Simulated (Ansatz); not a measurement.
System: a (100) slab cut from ZrC (Fm-3m), ended by ZrC planes, 8 atoms in the cell. Starting structure of the relaxation:

```yaml
crystal:
  lattice:
    - [3.30153, 0.00000, 0.00000]
    - [0.00000, 3.30153, 0.00000]
    - [0.00000, 0.00000, 24.00360]
  atoms:
    - { symbol: Zr, position: [0.00000, 0.00000, 0.35411] }
    - { symbol: C, position: [0.50000, 0.50000, 0.35411] }
    - { symbol: Zr, position: [0.50000, 0.50000, 0.45137] }
    - { symbol: C, position: [0.00000, 0.00000, 0.45137] }
    - { symbol: Zr, position: [0.00000, 0.00000, 0.54863] }
    - { symbol: C, position: [0.50000, 0.50000, 0.54863] }
    - { symbol: Zr, position: [0.50000, 0.50000, 0.64589] }
    - { symbol: C, position: [0.00000, 0.00000, 0.64589] }
```

Method: DFT PBEsol, scalar-relativistic, plane waves, PAW, no spin polarisation, 9×9×1 k mesh, 420 eV cutoff (Ansatz 0.2.0).

What does the potential across the slab give for the work function?

The work function is 4.02 eV at the right face and 3.73 eV at the left. The vacuum levels differ by 0.30 eV, so the slab carries a dipole along its normal. Some atoms were held fixed in the relaxation, which can itself make the faces differ. The outermost atoms are 7.0 Å apart, which leaves 17.0 Å of vacuum in a cell 24.0 Å high.

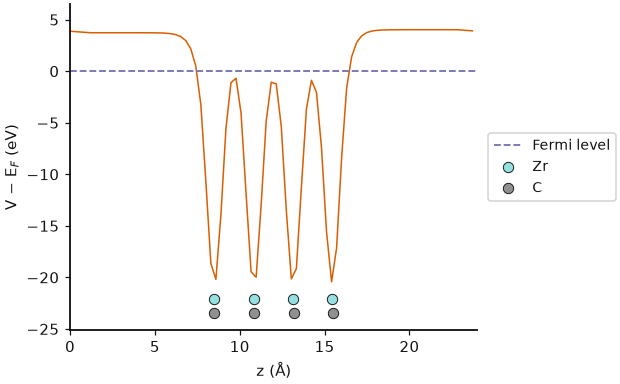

Plane-averaged electrostatic potential energy of an electron across the slab; circles at the bottom mark the heights of the atoms (positions after relaxation).
